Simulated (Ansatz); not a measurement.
```
Ti Co
1.0
     6.86876    0.00000    0.00000
     0.00000    6.86876    0.00000
     0.00000    0.00000    6.86876
Ti Co
16 8
Direct
  0.62500 0.12500 0.12500
  0.12500 0.62500 0.12500
  0.12500 0.12500 0.62500
  0.62500 0.62500 0.62500
  0.62500 0.37500 0.37500
  0.12500 0.87500 0.37500
  0.12500 0.37500 0.87500
  0.62500 0.87500 0.87500
  0.87500 0.37500 0.12500
  0.37500 0.87500 0.12500
  0.37500 0.37500 0.62500
  0.87500 0.87500 0.62500
  0.87500 0.12500 0.37500
  0.37500 0.62500 0.37500
  0.37500 0.12500 0.87500
  0.87500 0.62500 0.87500
  0.00000 0.00000 0.00000
  0.50000 0.50000 0.00000
  0.50000 0.00000 0.50000
  0.00000 0.50000 0.50000
  0.25000 0.25000 0.25000
  0.75000 0.75000 0.25000
  0.75000 0.25000 0.75000
  0.25000 0.75000 0.75000
```

Space group Fd-3m; spin-polarised.

Level of theory: Ansatz 0.2.0, DFT LDA, scalar-relativistic, plane waves, PAW.

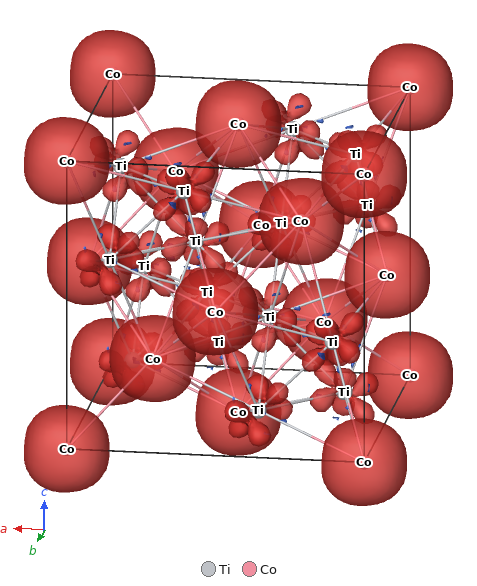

Ti₂Co. Isosurfaces of the magnetisation density (up minus down) at +0.01 (red) and −0.01 e/Å³ (blue), seen at an oblique angle. Sticks mark near contacts.

> Which atoms carry the moments, and with what signs?

The spin density sits on Co: +0.5 μB (×8) in one cell of 24 atoms: parallel main moments (a ferromagnetic arrangement) in this solution. The cell of the calculation (6 atoms) carries 1.0 μB of net spin moment.
